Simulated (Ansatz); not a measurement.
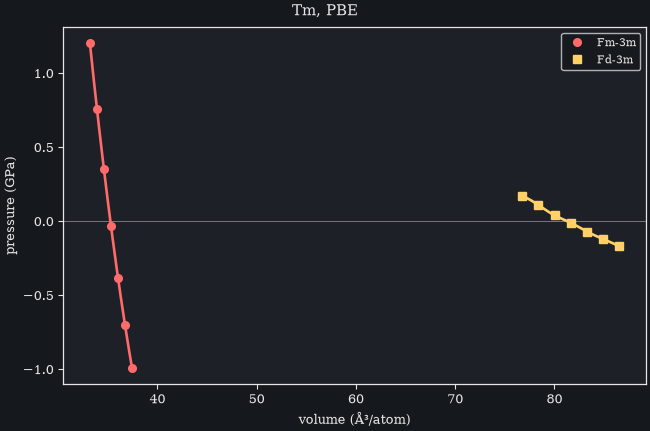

Figure. Pressure against volume, with one curve for each structure, for Tm.

Settings that differ: Fm-3m: k mesh 36×36×36, atoms in cell 1, density tolerance 1e−07 eV, space group number 225, structure type fcc; Fd-3m: k mesh 22×22×22, atoms in cell 2, density tolerance 1.6e−07 eV, space group number 227, structure type diamond.

The fitted equilibrium volumes, smallest first, are Fm-3m 35.27, Fd-3m 81.28 Å³/atom. The fitted bulk moduli, smallest first, are Fd-3m 2.9, Fm-3m 18.2 GPa. For Fm-3m, the pressure falls from 1.202 GPa at volume 33.20 Å³/atom to −0.990 GPa at 37.44 Å³/atom, and changes sign near 35.27 Å³/atom. For Fd-3m, the pressure falls from 0.17 GPa at volume 76.75 Å³/atom to −0.17 GPa at 86.55 Å³/atom, and changes sign near 81.3 Å³/atom.

How it was computed, with Ansatz 0.2.0 development build: equation of state of a cubic crystal from periodic Kohn-Sham density functional theory without spin, third-order Birch-Murnaghan fit to the free energies; pressure corrected for the finite basis. Level: PBE.

lattice centring face-centred primitive; occupation method Fermi–Dirac; occupation width 0.06123 eV; wave cutoff 420 eV; datasets soft-1 PAW; density cutoff ratio 4; search for lower states default.

Caveats: cubic model structure, not the ambient form; open f shell treated without spin.
